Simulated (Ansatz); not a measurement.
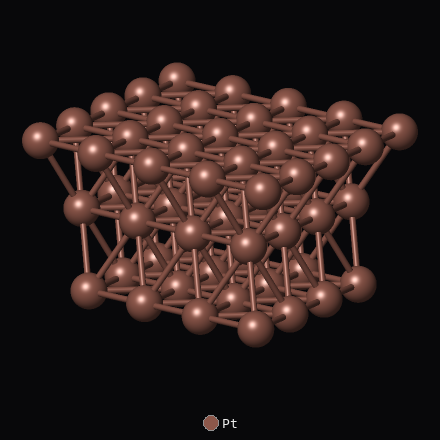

The system is H₂ on a Pt(111) slab cut from the Fm-3m phase, its upper half relaxed before the scan (12 atoms of substrate and one adsorbate in a 2 × 2 cell); the picture shows it without the atoms that are moved over the map. H2 lies flat over one site of a rigid substrate while its bond length and height are varied; it sits over a bridge site, heights counted from the top plane, its axis along a direction equivalent to the long diagonal of the hexagonal surface cell. First axis: distance H13-H14. Second axis: height of the H2 axis above the plane of Pt9. The grid has 8 × 9 points. At 16 points there is no value (left out: too close to the surface, or the stretched molecule far from it). Points are written as (first, second). Energies are in eV, from the lowest grid point. Theory: DFT PBE, scalar-relativistic, plane waves, PAW (Ansatz). Settings: cutoff 420 eV, k-mesh 6×6×1, gaussian smearing 0.1 eV, no spin polarisation.

Range: distance H13-H14 from 0.650 to 2.650 Å; height of the H2 axis above the plane of Pt9 from 0.45 to 3.60 Å.

### What landscape does the calculation give?

The lowest grid point is at (2.235 Å, 1.09 Å). The highest grid point, (0.650 Å, 0.45 Å), lies 4.74 eV above the lowest. On the interpolated surface the lowest path from the intact molecule far from the surface, (0.750 Å, 3.60 Å), to the stretched end of the scan, about (2.65 Å, 1.20 Å), has its top at about (0.81 Å, 1.80 Å), about 0.36 eV above the start and 1.1 eV above the end.

```
second ↓, first →  0.650  0.750  0.919  1.181  1.495  1.849  2.235  2.650
             3.60   0.97   0.75   1.10   2.23      –      –      –      –
             3.00   1.00   0.77   1.11   2.22      –      –      –      –
             2.60   1.07   0.84   1.16   2.21      –      –      –      –
             2.05   1.32   1.04   1.24   2.05   2.86      –      –      –
             1.73   1.53   1.16   1.19   1.66   2.05   2.12   1.95   1.61
             1.41   1.72   1.20   0.96   1.03   1.07   0.94   0.68   0.35
             1.09   2.07   1.39   0.88   0.59   0.37   0.15   0.00   0.08
             0.77   3.03   2.21   1.45   0.83   0.38   0.18   0.46   1.92
             0.45   4.74   3.77   2.77   1.82   1.15   1.02   2.08      –
```

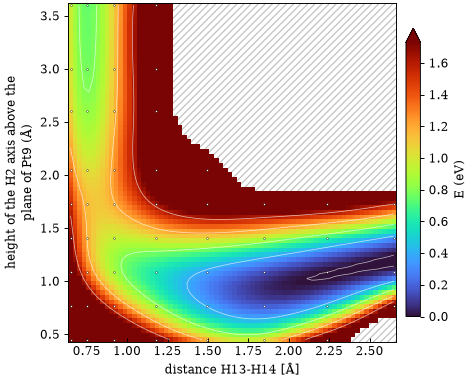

In the figure: a smooth colour map with a few white contour lines, dots at the grid points, one colour for all values above the top of the scale, hatched blanks where no value was computed. Between grid points the surface is interpolated.

Each point was launched as `ansatz run input.yaml --threads 4 --pin off --max-ram 12288MiB --backend cpu --events-out ev --progress --plain --runs-dir out`. Time for the 56 points that were run: 28 min on 4 threads of Arm Neoverse V1 (shared host).
